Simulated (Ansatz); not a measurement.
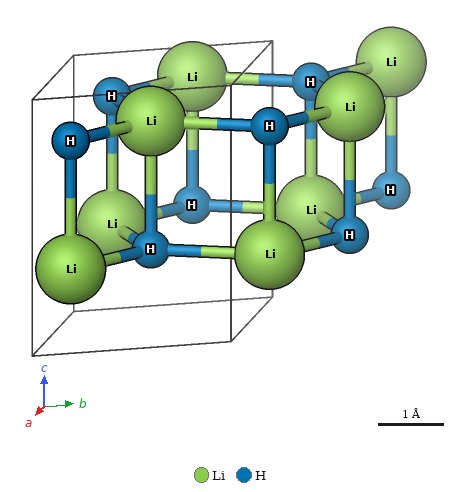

Figure 1. The starting structure (ball-and-stick view of the cell of the calculation, repeated 2 × 2 × 1, seen slightly off an axis). An atom can appear more than once, as a periodic image.

LiH: geometry relaxation

The run: geometry relaxation of LiH (P6₃/mmc, 4 atoms in the cell). Method and program: DFT, r2SCAN, plane waves, PAW, no spin polarisation (Ansatz 0.2.0).

The structure was built on a prototype by a generator. The geometry comes from this level: PBE.

## Input
```yaml
crystal:
  lattice:
    - [3.2555995101, 0.0, 0.0]
    - [-1.627799755, 2.8194318803, 0.0]
    - [0.0, 0.0, 4.0723651787]
  atoms:
    - { symbol: Li, position: [0.3333333333, 0.6666666667, -0.0625138254] }
    - { symbol: Li, position: [0.6666666667, 0.3333333333, 0.4374861746] }
    - { symbol: H, position: [0.3333333333, 0.6666666667, 0.4375138254] }
    - { symbol: H, position: [0.6666666667, 0.3333333333, 0.9375138254] }
kpoints:
  mp_grid: { grid: [12, 12, 6] }
hamiltonian:
  xc: r2scan
scf:
  occupations: { method: fermi_dirac, width: 0.02 }
relax:
  f_tol: 0.005
  cell: {}
output:
  write_density: true
  write_potential: true
  elf: true
  volumetric_format: npy
```

Machine: 2 threads of Intel Xeon (Granite Rapids), 32 GiB of memory available, shared host.

Run as:
```bash
ansatz run input.yaml --threads 2 --pin off --max-ram 2211MiB --backend cpu --events-out ev --progress --plain --runs-dir out
```

## The program's output
```
Engine: ansatz 0.2.0, x86_64-unknown-linux-gnu
Pseudopotentials: kind: paw
Pseudopotential: Li, paw, valence charge 3, recommended cutoff 500 eV (meta_gga), Li.paw.azcp
Pseudopotential: H, paw, valence charge 1, recommended cutoff 500 eV (meta_gga), H.paw.azcp
Functional definition: r2SCAN
  parameter k0 = 0.174
  parameter k1 = 0.065
  parameter a1 = 4.9479
  exchange = r2scan_x(k0 = k0, k1 = k1, a1 = a1)
  correlation = r2scan_c
Crystal: 4 atoms, lattice volume = 37.380 Å³
Basis set: ecut = 500 eV, 933 PW (Γ), exchange–correlation on 96×96×120 points (64 copies of the dense FFT grid, shifted against one another)
Bands: 8, of which v1, the nominal top of the filled ones, is band 4 counted from 1 (3 counted from 0)
Symmetry: 12 space group operations
Space group: P63mc (ITA 186), of the structure as read, at distance tolerance 3.3e-5 Å
k-points: 76 of 864 (time reversal used)
Non-local potential: Li, projectors of the file, l = 0: 3, l = 1: 2, l = 2: 1
Non-local potential: H, projectors of the file, l = 0: 2, l = 1: 1
PAW form: soft (Blöchl's): semilocal exchange-correlation on the pseudo side does not see the compensation charge
PAW one-centre angular grid: Li, 302 points (default); XC on 327 of its mesh's 2665 points in the sphere
PAW one-centre angular grid: H, 302 points (default); XC on 160 Gauss nodes
Initial density: superposition of atomic densities (neutral atoms: chi_scale 0, normalization atom), corrected by the library's trained network
Initial wavefunctions: pseudopotential atomic-orbital guess
Functional: x = r2scan, c = r2scan; τ floored in thin density (d = 2e-4 eV/Å³)
SCF iter   1: F=—  HF=-443.911396 eV  |F-HF|=—  |Δ(HF+E_count)|=         —  Δρ=2.94e-3  dr2=2.48e-3  dr2_τ=4.20e-3  ethr=1.77e-3  ⟨swp⟩=4.8  Hψ=3904  notcnv=0
preconditioner: auto → none  [insulator: Δε(μ)=2.185 eV  Ē_g=10.604 eV  σ=0.020 eV  W_gap=1.00  n_scr=2 (ndim 8)  ℏωp=12.1 eV  f_vac=0.000  D(μ)=0.00/eV (n_scr^D=0)  ε∞_Penn≈2.3]
SCF iter   2: F=—  HF=-443.939368 eV  |F-HF|=—  |Δ(HF+E_count)|=   2.80e-2  Δρ=2.00e-3  dr2=1.65e-3  dr2_τ=1.81e-5  ethr=3.10e-5  ⟨swp⟩=3.0  Hψ=2090  notcnv=0
SCF iter   3: F=—  HF=-443.939953 eV  |F-HF|=—  |Δ(HF+E_count)|=   5.85e-4  Δρ=1.17e-3  dr2=4.75e-4  dr2_τ=8.84e-6  ethr=2.06e-5  ⟨swp⟩=2.0  Hψ=1066  notcnv=0
SCF iter   4: F=—  HF=-443.939970 eV  |F-HF|=—  |Δ(HF+E_count)|=   1.70e-5  Δρ=3.52e-4  dr2=3.73e-5  dr2_τ=9.41e-7  ethr=5.94e-6  ⟨swp⟩=2.8  Hψ=1045  notcnv=0
SCF iter   5: F=—  HF=-443.939975 eV  |F-HF|=—  |Δ(HF+E_count)|=   4.73e-6  Δρ=4.48e-5  dr2=8.38e-7  dr2_τ=8.76e-9  ethr=4.66e-7  ⟨swp⟩=2.0  Hψ=758  notcnv=0
SCF iter   6: F=-443.939975 eV  HF=-443.939975 eV  |F-HF|=7.06e-9  |Δ(HF+E_count)|=   2.20e-7  Δρ=1.15e-5  dr2=5.36e-8  dr2_τ=4.59e-10  ethr=1.25e-9  ⟨swp⟩=4.7  Hψ=2612  notcnv=0
SCF 1 converged in 6 iterations: F = -443.939975 eV  dr2 = 5.36e-8
  greatest PAW one-centre occupation: 0.999 electrons in one spin orbital (limit 2), on the Li atom at site 0 (counted from 0), in its partial waves of l = 0
relax step   1: F+E_penalty+E_count = -443.93997477 eV  Δ(F+E_penalty+E_count) = +0.000e0 eV  max|allowed force component| = 7.007e-5 eV/Å  Δτ_max = 0.0000 Å  P = -0.032 GPa  Ω = 37.380 Å³  (6 SCF iters, dr2 threshold 1.00e-7 eV, accepted)
Crystal: 4 atoms, lattice volume = 37.349 Å³
Initial density: handed on by an earlier stage of this run
Initial wavefunctions: those handed on with the density
iter 1 solved again at ethr=2.94e-8 eV; its pass at ethr=3.10e-3 eV (dr2=2.35e-6 eV) is discarded
SCF iter   1: F=—  HF=-443.939997 eV  |F-HF|=—  |Δ(HF+E_count)|=         —  Δρ=7.59e-5  dr2=2.36e-6  dr2_τ=3.64e-7  ethr=2.94e-8  ⟨swp⟩=2.1  Hψ=4711  notcnv=0
preconditioner: auto → none  [insulator: Δε(μ)=2.343 eV  Ē_g=10.657 eV  σ=0.020 eV  W_gap=1.00  n_scr=2 (ndim 8)  ℏωp=12.2 eV  f_vac=0.000  D(μ)=0.00/eV (n_scr^D=0)  ε∞_Penn≈2.3]
SCF iter   2: F=—  HF=-443.939998 eV  |F-HF|=—  |Δ(HF+E_count)|=   1.73e-6  Δρ=3.16e-5  dr2=4.27e-7  dr2_τ=2.77e-9  ethr=2.94e-8  ⟨swp⟩=2.0  Hψ=706  notcnv=0
SCF iter   3: F=-443.939998 eV  HF=-443.939998 eV  |F-HF|=4.17e-9  |Δ(HF+E_count)|=   4.55e-8  Δρ=4.53e-6  dr2=5.12e-9  dr2_τ=1.54e-10  ethr=3.51e-10  ⟨swp⟩=5.0  Hψ=2672  notcnv=0
SCF 2 converged in 3 iterations: F = -443.939998 eV  dr2 = 5.12e-9
  greatest PAW one-centre occupation: 0.999 electrons in one spin orbital (limit 2), on the Li atom at site 1 (counted from 0), in its partial waves of l = 0
relax step   2: F+E_penalty+E_count = -443.93999833 eV  Δ(F+E_penalty+E_count) = -2.356e-5 eV  max|allowed force component| = 4.836e-5 eV/Å  Δτ_max = 0.0000 Å  P = -0.007 GPa  Ω = 37.349 Å³  energy of the carried Pulay correction = +6.291e-6 eV  (3 SCF iters, dr2 threshold 2.81e-8 eV, accepted)
Initial wavefunctions: pseudopotential atomic-orbital guess (no wavefunctions were taken with the density)
iter 1 solved again at ethr=2.02e-9 eV; its pass at ethr=3.10e-3 eV (dr2=1.62e-7 eV) is discarded
SCF iter   1: F=—  HF=-443.939992 eV  |F-HF|=—  |Δ(HF+E_count)|=         —  Δρ=5.05e-6  dr2=5.52e-9  dr2_τ=2.61e-10  ethr=2.02e-9  ⟨swp⟩=3.0  Hψ=5683  notcnv=0
preconditioner: auto → none  [insulator: Δε(μ)=2.342 eV  Ē_g=10.656 eV  σ=0.020 eV  W_gap=1.00  n_scr=2 (ndim 8)  ℏωp=12.2 eV  f_vac=0.000  D(μ)=0.00/eV (n_scr^D=0)  ε∞_Penn≈2.3]
SCF iter   2: F=—  HF=-443.939992 eV  |F-HF|=—  |Δ(HF+E_count)|=   4.64e-9  Δρ=2.43e-6  dr2=1.34e-9  dr2_τ=6.45e-11  ethr=6.90e-11  ⟨swp⟩=2.0  Hψ=732  notcnv=0
SCF iter   3: F=-443.939992 eV  HF=-443.939992 eV  |F-HF|=4.38e-12  |Δ(HF+E_count)|=  9.99e-10  Δρ=1.05e-7  dr2=3.90e-12  dr2_τ=9.05e-14  ethr=1.00e-12  ⟨swp⟩=3.7  Hψ=2381  notcnv=0
SCF 3 converged in 3 iterations: F = -443.939992 eV  dr2 = 3.90e-12
relax step   3: F+E_penalty+E_count = -443.93999207 eV  Δ(F+E_penalty+E_count) = +6.263e-6 eV  max|allowed force component| = 4.872e-5 eV/Å  Δτ_max = 0.0000 Å  P = -0.007 GPa  Ω = 37.349 Å³  stress off target by 4.55e-2 GPa  SCF on the basis re-selected at this cell (its energy is not comparable with the rows above)  (3 SCF iters)
```

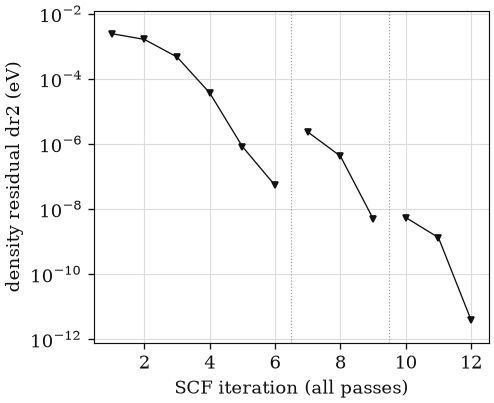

Figure 2. Convergence of the self-consistent field: density residual dr2 against the SCF iteration. The dotted lines part the SCF passes of the relaxation: geometry steps, rejected trials and re-solves on a re-selected basis. The passes take 6, 3 and 3 iterations.

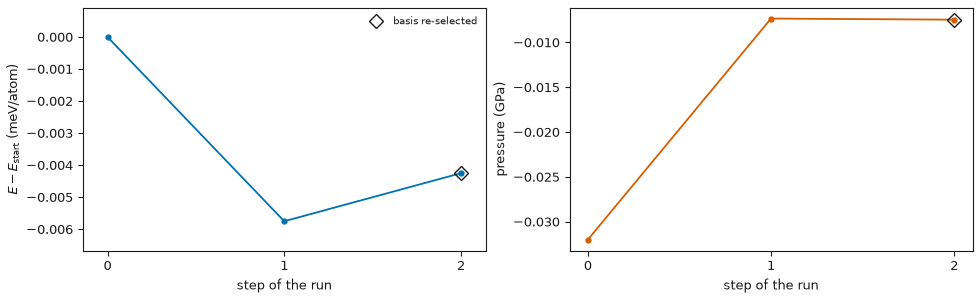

Figure 3. Progress of the relaxation, step by step (the first geometry is step 0 here and step 1 in the log). The energy falls by next to nothing (0.0 meV per atom) in 1 geometry step. Pressure: −0.03 GPa at the start and −0.01 GPa at the end. The atoms keep their places relative to the cell (all moves are under 0.005 Å). A last SCF at the same geometry on a re-selected plane-wave basis shifts the energy by +0.0 meV per atom.

```
basis re-selected at this cell: Δ(F+E_penalty+E_count) = +6.263e-6 eV, ΔP = -0.000 GPa vs the last step (what re-selecting the basis moved, of the pressure what is left beyond the Pulay correction that the steps carried, after the strain that the cell walked since its last selection, with what the two solves' SCF thresholds leave and, on support functions, any second-order correction that the steps lacked; it is no measure of the basis error at this ecutwfc). This SCF's stress stands 4.55e-2 GPa from its target on what of the cell is left free (relax.cell.stress_tol is 5.00e-2 GPa) and its largest allowed force component is 4.87e-5 eV/Å (relax.f_tol is 5.00e-3 eV/Å): within both
SCF converged after 3 iterations
Free energy (F): -443.939992 eV
Harris-Foulkes:  -443.939992 eV  (|F-HF|=4.38e-12)
Internal energy: -443.939992 eV  (E = F + TS)
E sigma→0 (E₀):  -443.939992 eV
Fermi energy:    1.288946 eV
--- Per-component energies (eV) ---
  E_band       = -193.042799
  E_kinetic    = 72.313476
  E_local      = -274.838866  (includes V_loc(G=0)·N_el)
  E_nonlocal   = -63.477949
  E_hartree    = 79.743439
  E_xc         = -39.918384
  E_vxc        = -56.020226  (∫ρ·V_xc dr)
  E_paw        = -44.757433  (= ΣΔE_a)
  E_vpaw       = -33.307022  (= ΣTr[D̂ρ^β])
  E_aug_tail   = -0.001101  (compensation charges beyond the density's cutoff)
  E_vtau       = 2.802014  (kinetic-family band-sum trace: ∫τ·v_τ [+ j·A + Jᵃ·Aᵃ] dr)
  E_ewald      = -173.003174
  E_smearing   = -0.000000  (= −TS)
  E_closure    = -0.000000  (closes the sum)
  Σ components = -443.939992   (vs F -443.939992, Δ=0.00e0)
--- Forces (eV/Å), atoms counted from 1 ---
  atom   1  Li     0.00000000    -0.00000000     0.00004793
  atom   2  Li    -0.00000000     0.00000000     0.00004793
  atom   3  H      0.00000000    -0.00000000    -0.00004952
  atom   4  H      0.00000000     0.00000000    -0.00004952
  max |Σ_I F_I| component: 3.18e-6 eV/Å
--- Stress (GPa, compression-positive) ---
        0.011584       0.000000       0.000000
        0.000000       0.011584      -0.000000
        0.000000      -0.000000      -0.045533
  P = ⅓ Tr σ = -0.0075 GPa (-0.075 kbar)
--- Band table (eV; the first three rows and the last of 76) ---
  k-point 0: bands = ["-45.7873", "-45.7311", "-5.2213", "0.1192", "3.7777", "11.7373", "11.7373", "12.4284"]
  k-point 1: bands = ["-45.7835", "-45.7348", "-5.0492", "-0.8900", "5.2017", "11.9870", "11.9870", "12.3130"]
  k-point 2: bands = ["-45.7731", "-45.7449", "-4.5271", "-2.3989", "7.8494", "11.8636", "12.7289", "12.7289"]
  k-point 75: bands = ["-45.7507", "-45.7507", "-2.0574", "-2.0574", "4.7783", "4.7783", "7.8027", "7.8027"]
--- Relaxed structure (2 steps of the walk, 2 accepted, 1 SCFs on fresh bases) ---
  F+E_penalty+E_count = -443.93999207 eV   max|allowed force component| = 4.872e-5 eV/Å   (the final SCF, on the basis selected at the relaxed cell)
  cell:  # Å, volume = 37.3492 Å³
    - [3.2558279322581867, -2.88695453065584e-11, -5.3791348062494207e-20]
    - [-1.6279139661040916, 2.8196296997009846, 2.6895674030834903e-20]
    - [-6.728653573181708e-20, 1.2510447082360082e-33, 4.06844307052697]
  atoms:
    - { symbol: Li, position: [0.3333333333333333, 0.6666666666666665, -0.06250934825294763] }
    - { symbol: Li, position: [0.6666666666666666, 0.3333333333333333, 0.4374906517470524] }
    - { symbol: H, position: [0.3333333333333333, 0.6666666666666665, 0.4375093482529476] }
    - { symbol: H, position: [0.6666666666666666, 0.3333333333333333, 0.9375093482529474] }
```

## File rho_z.tsv
```
# z_ang	rho[e/angstrom^3]
# format = ansatz-planar-average/11
# lattice	3.255827932	-0.000000000	-0.000000000
# lattice	-1.627913966	2.819629700	0.000000000
# lattice	-0.000000000	0.000000000	4.068443071
# sites	4
# site	3	0.000000000	1.879753133	-0.254315725
# site	3	1.627913966	0.939876567	1.779905811
# site	1	0.000000000	1.879753133	1.779981876
# site	1	1.627913966	0.939876567	3.814203411
0.000000	3.496742e-1
0.135615	2.063773e-1
0.271230	1.209454e-1
0.406844	8.610463e-2
0.542459	7.156945e-2
0.678074	6.477575e-2
0.813689	6.407148e-2
0.949303	6.924108e-2
1.084918	8.143552e-2
1.220533	1.087621e-1
1.356148	1.789448e-1
1.491762	3.104727e-1
1.627377	4.628194e-1
1.762992	5.442095e-1
1.898607	4.935135e-1
2.034222	3.496742e-1
2.169836	2.063773e-1
2.305451	1.209454e-1
2.441066	8.610463e-2
2.576681	7.156945e-2
2.712295	6.477575e-2
2.847910	6.407148e-2
2.983525	6.924108e-2
3.119140	8.143552e-2
3.254754	1.087621e-1
3.390369	1.789448e-1
3.525984	3.104727e-1
3.661599	4.628194e-1
3.797214	5.442095e-1
3.932828	4.935135e-1
```

## File v_z.tsv
```
# z_ang	v_es[eV]	v_tot[eV]
# format = ansatz-planar-average/11
# xc	r2scan
# density_cutoff_ev	2000
# datasets	Li=:simpson_from_first_knot:soft	H=:simpson_from_first_knot:soft
# lattice	3.255827932	-0.000000000	-0.000000000
# lattice	-1.627913966	2.819629700	0.000000000
# lattice	-0.000000000	0.000000000	4.068443071
# sites	4
# site	3	0.000000000	1.879753133	-0.254315725
# site	3	1.627913966	0.939876567	1.779905811
# site	1	0.000000000	1.879753133	1.779981876
# site	1	1.627913966	0.939876567	3.814203411
0.000000	-1.991581e0	-1.087717e1
0.135615	-2.977352e-1	-8.416510e0
0.271230	1.061186e0	-6.377596e0
0.406844	2.088854e0	-4.980902e0
0.542459	2.679354e0	-4.068430e0
0.678074	2.884705e0	-3.347528e0
0.813689	2.910624e0	-3.213523e0
0.949303	2.751034e0	-3.886407e0
1.084918	2.287825e0	-4.705963e0
1.220533	1.343088e0	-5.986344e0
1.356148	8.391018e-2	-7.828583e0
1.491762	-1.564781e0	-1.029153e1
1.627377	-3.124106e0	-1.234947e1
1.762992	-3.899704e0	-1.337938e1
1.898607	-3.417866e0	-1.273088e1
2.034222	-1.991581e0	-1.087717e1
2.169836	-2.977352e-1	-8.416510e0
2.305451	1.061186e0	-6.377596e0
2.441066	2.088854e0	-4.980902e0
2.576681	2.679354e0	-4.068430e0
2.712295	2.884705e0	-3.347528e0
2.847910	2.910624e0	-3.213523e0
2.983525	2.751034e0	-3.886407e0
3.119140	2.287825e0	-4.705963e0
3.254754	1.343088e0	-5.986344e0
3.390369	8.391018e-2	-7.828583e0
3.525984	-1.564781e0	-1.029153e1
3.661599	-3.124106e0	-1.234947e1
3.797214	-3.899704e0	-1.337938e1
3.932828	-3.417866e0	-1.273088e1
```

## Trajectory as extended XYZ (Å, eV, eV/Å), 3 frames, from step=1 to step=3
```
4
Lattice="3.2556 0.0000 0.0000 -1.6278 2.8194 0.0000 0.0000 0.0000 4.0724" Properties=species:S:1:pos:R:3:forces:R:3 step=1 energy=-443.93998 pressure_GPa=-0.03
Li    0.0000    1.8796   -0.2546    0.0000   0.0000   0.0001
Li    1.6278    0.9398    1.7816    0.0000   0.0000   0.0001
H     0.0000    1.8796    1.7817    0.0000   0.0000  -0.0001
H     1.6278    0.9398    3.8179    0.0000   0.0000  -0.0001
4
Lattice="3.2558 0.0000 0.0000 -1.6279 2.8196 0.0000 0.0000 0.0000 4.0684" Properties=species:S:1:pos:R:3:forces:R:3 step=2 energy=-443.94000 pressure_GPa=-0.01
Li    0.0000    1.8798   -0.2543    0.0000   0.0000   0.0000
Li    1.6279    0.9399    1.7799    0.0000   0.0000   0.0000
H     0.0000    1.8798    1.7800    0.0000   0.0000   0.0000
H     1.6279    0.9399    3.8142    0.0000   0.0000   0.0000
4
Lattice="3.2558 0.0000 0.0000 -1.6279 2.8196 0.0000 0.0000 0.0000 4.0684" Properties=species:S:1:pos:R:3:forces:R:3 step=3 energy=-443.93999 pressure_GPa=-0.01
Li    0.0000    1.8798   -0.2543    0.0000   0.0000   0.0000
Li    1.6279    0.9399    1.7799    0.0000   0.0000   0.0000
H     0.0000    1.8798    1.7800    0.0000   0.0000  -0.0001
H     1.6279    0.9399    3.8142    0.0000   0.0000  -0.0001
```

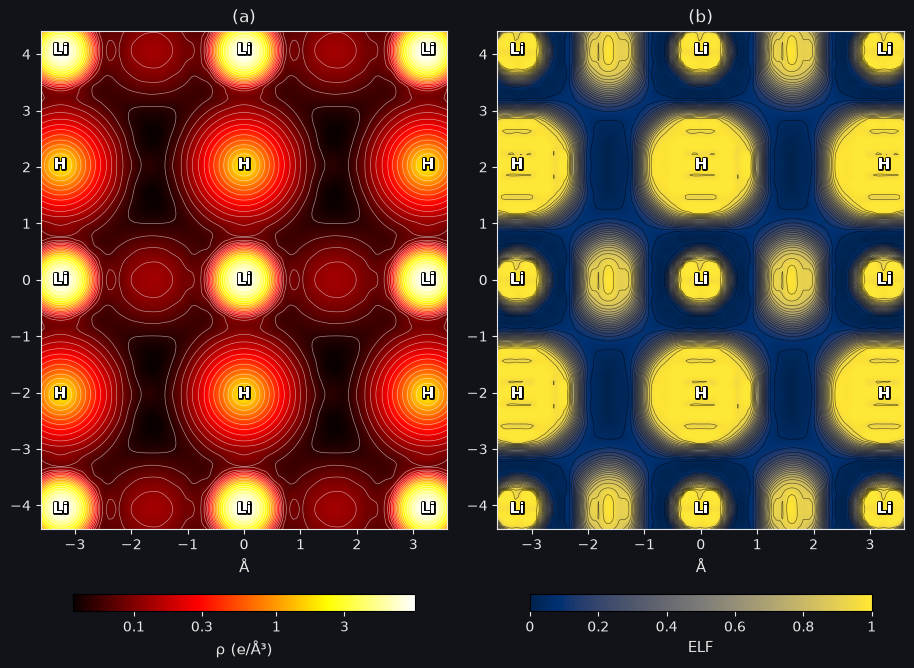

Figure 4. (a) valence electron density; (b) ELF on the (010) plane of the conventional cell. Atoms in the plane: Li and H. Away from the nuclei the density in this plane falls to 0.04 e/Å³ at its lowest. The strong features right at Li lie inside the PAW spheres (semicore, d or f shells) and say nothing about bonding. The fields are those of the smooth PAW valence density.

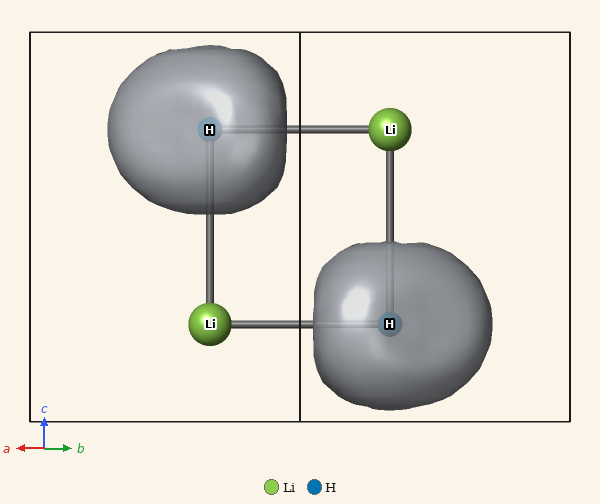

Figure 5. Isosurface of the ELF at 0.85 (grey), seen along [110]. Core shells and regions of very low density are left out. Sticks mark near contacts. The outline is the cell set on symmetry axes. Values along the shortest contacts: Li–H (1.88 Å): the ELF climbs to about 1 towards the hydrogen.

## Summary

- outcome: converged
- space group (tolerance 0.01 Å): P6₃/mmc (194)
- electrons treated: 8
- free energy: −443.9400 eV
- Fermi energy: 1.289 eV
- gap on the k-point mesh: 2.34 eV
- pressure: −0.01 GPa
- final volume: 37.35 Å³
- largest force (length of the vector) at the end: under 0.001 eV/Å
- final cell: a = 3.256 Å, b = 3.256 Å, c = 4.068 Å, α = 90.00°, β = 90.00°, γ = 120.00°
- wall time: 4.5 s (CPU time 8.5 s)
- peak memory: 0.43 GiB
